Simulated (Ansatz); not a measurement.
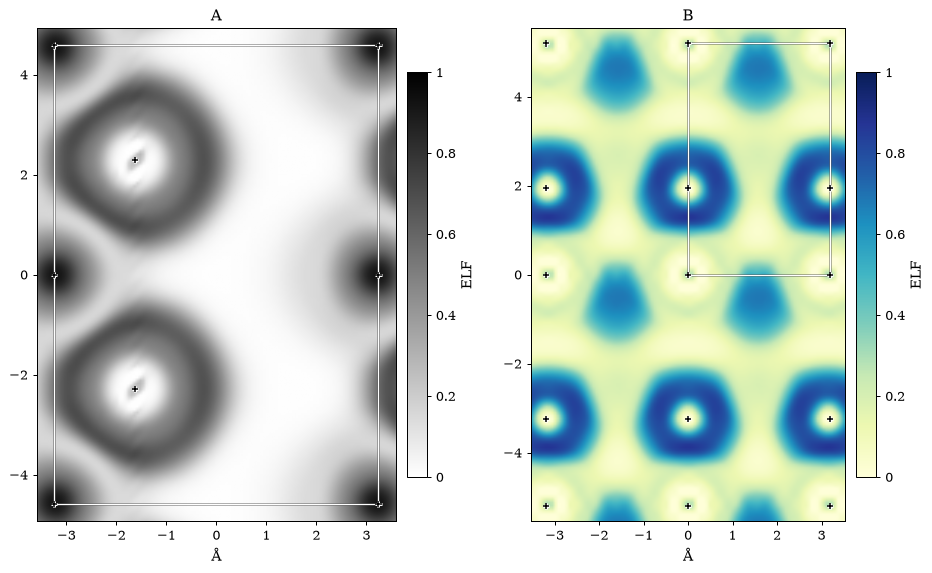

The electron localisation function of 2 systems, each on a plane through atoms (crosses mark nuclei in the plane).

Theory: DFT HSE06, spin-orbit coupling, plane waves, PAW (Ansatz 0.2.0).

System 1: GaN, the (100) plane of the conventional cell. Space group P6₃mc.

System 2: CdTe, the (110) plane of the conventional cell. Space group F-43m; a generated structure, not necessarily the stable one.

Which map belongs to which system?

Panel A is system 2, CdTe: the plane holds Cd and Te. Cd–Te (2.81 Å): the ELF is about 0.50 at the midpoint. Panel B is system 1, GaN: the plane holds Ga and N. Ga–N (1.95 Å): the ELF peaks at about 0.85 in the valence shell of N, 0.7 Å from its nucleus, and is about 0.50 at the midpoint.
